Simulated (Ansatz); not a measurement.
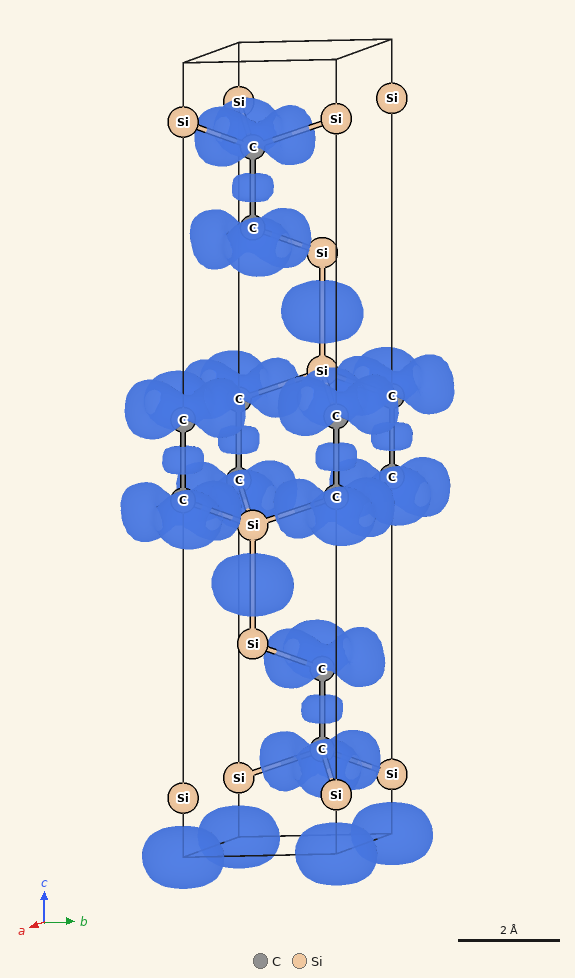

SiC. Isosurface of the ELF at 0.75 (blue), seen slightly off an axis. Core shells and regions of very low density are left out. Sticks mark near contacts.

Space group R-3m; started from the ordered alloy on diamond lattice prototype, which need not be the ambient phase.

These are results of DFT, HSE06, plane waves, PAW (Ansatz), not measurements.

Core electrons are frozen (PAW), and the valence fields are smoothed inside the atomic spheres.

Q: Identify the bonds, lone pairs and shells in this picture.

A: The ELF exceeds this value in three regions between bonded C–C atoms (shared pairs), three regions between bonded Si–Si atoms (shared pairs) and six regions on C in which the atom's valence shell and bonds are merged, counted in one cell of 12 atoms. Regions shared between cells count once. Along the contacts the grid gives the following. C–C (1.62 Å): the ELF peaks at about 0.90 between the atoms; localised, covalent bonding. Si–C (1.90 Å): the ELF peaks at about 0.95 between the atoms (localised, covalent bonding).
